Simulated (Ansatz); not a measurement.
## Electronic structure of Si4O (slab) in real space

The calculation's input:

```
crystal:
  lattice:
    - [3.8333442603, 0.0, 0.0]
    - [0.0, 3.8333442603, 0.0]
    - [0.0, 0.0, 21.1034818054]
  atoms:
    - { symbol: Si, position: [0.0, 0.5, 0.1895421825] }
    - { symbol: Si, position: [0.0, 0.0, 0.2537634268] }
    - { symbol: Si, position: [0.5, 0.0, 0.3207061911] }
    - { symbol: Si, position: [0.5, 0.5, 0.3839879068] }
    - { symbol: O, position: [1.0, 1.0, 0.4882361072], spin: 2.0 }
basis:
  ecutwfc: 420
kpoints:
  mp_grid: { grid: [7, 7, 1] }
hamiltonian:
  xc: pbe
  pseudopotentials: { kind: paw, azcp: { folder: soft_1 } }
  dispersion: d3bj
scf:
  occupations: { method: gaussian, width: 0.05 }
output:
  forces: true
  eigenvalues: true
  populations: true
  write_density: true
  write_potential: true
  elf: true
  volumetric_format: npy
magnetization:
  spin_polarized: true
efield:
  axis: 3
  dipole_correction: true
  ramp_width: 0.04
```

Command:

```sh
ansatz run input.yaml --threads 1 --pin off --max-ram 3072MiB --backend cpu --events-out ev --progress --plain --runs-dir out
```

A point of a scan over the structure, not its minimum; not relaxed (largest force 0.6 eV/Å); PAW files of the earlier set (soft_1); spin-polarised.

Computed with Ansatz, DFT PBE+D3(BJ), scalar-relativistic, plane waves, PAW.

The density is the valence pseudo-density of a PAW calculation; it isn't the true density close to the nuclei.

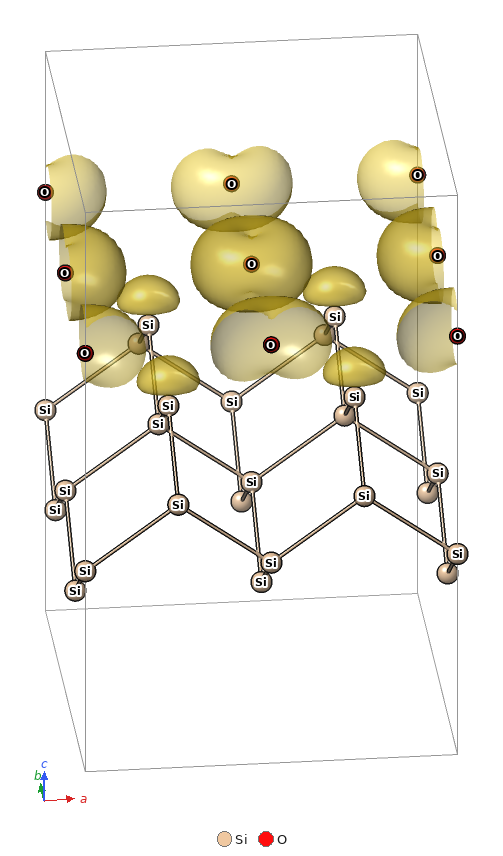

Figure 1. Isosurface of the spin density (up minus down) at +0.03 e/Å³ (yellow), seen at an oblique angle. Sticks mark near contacts.

**Describe the spin distribution.**

The spin density sits on O: +1.7 μB in one cell of 5 atoms, with smaller moments on Si (up to +0.06 μB): a single local moment. The cell of the calculation (5 atoms) carries 2.0 μB of net spin moment.

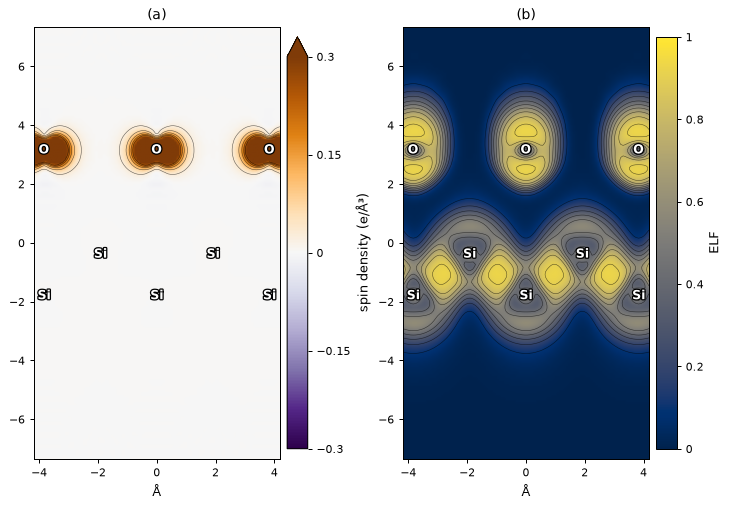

Figure 2. (a) spin density (up minus down); (b) electron localisation function on the (010) plane of the calculation cell, a cut from vacuum to vacuum.

**Interpret the plot.**

- The plane passes through Si and O nuclei.
- Si–Si (2.38 Å): the ELF peaks at about 0.95 between the atoms.

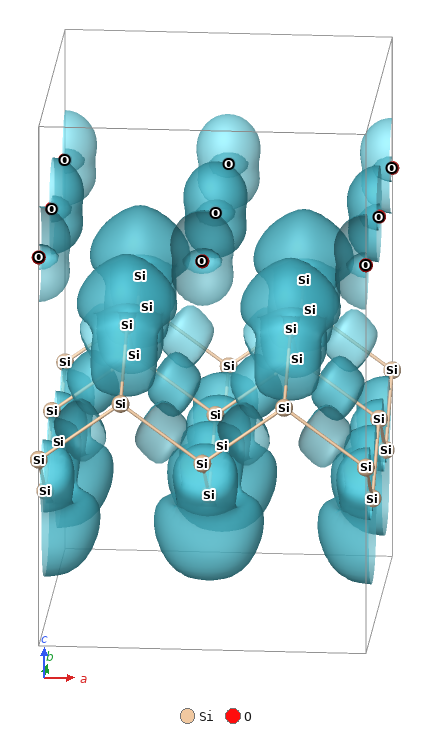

Figure 3. Isosurface of the ELF at 0.75 (cyan), seen at an oblique angle. Core shells and regions of very low density are left out. Sticks mark near contacts.

**Describe the localisation domains.**

At this value the surface marks out two regions between bonded Si–Si atoms, two regions on Si in which the atom's valence shell and bonds are merged and one region wrapped around O (its valence shell), counted in one cell of 5 atoms. Counts are for one cell; the picture repeats the cell along the surface.


Si–Si (2.34 Å): the ELF peaks at about 0.95 between the atoms. Si–O (3.49 Å): the ELF peaks at about 0.90 in the valence shell of Si, 1.0 Å from its nucleus, and drops to about 0.05 between the two atoms: no localised pair shows between them.

**Metal or insulator at this level of theory?**

It is metallic or semimetallic at this level of theory: no gap opens.
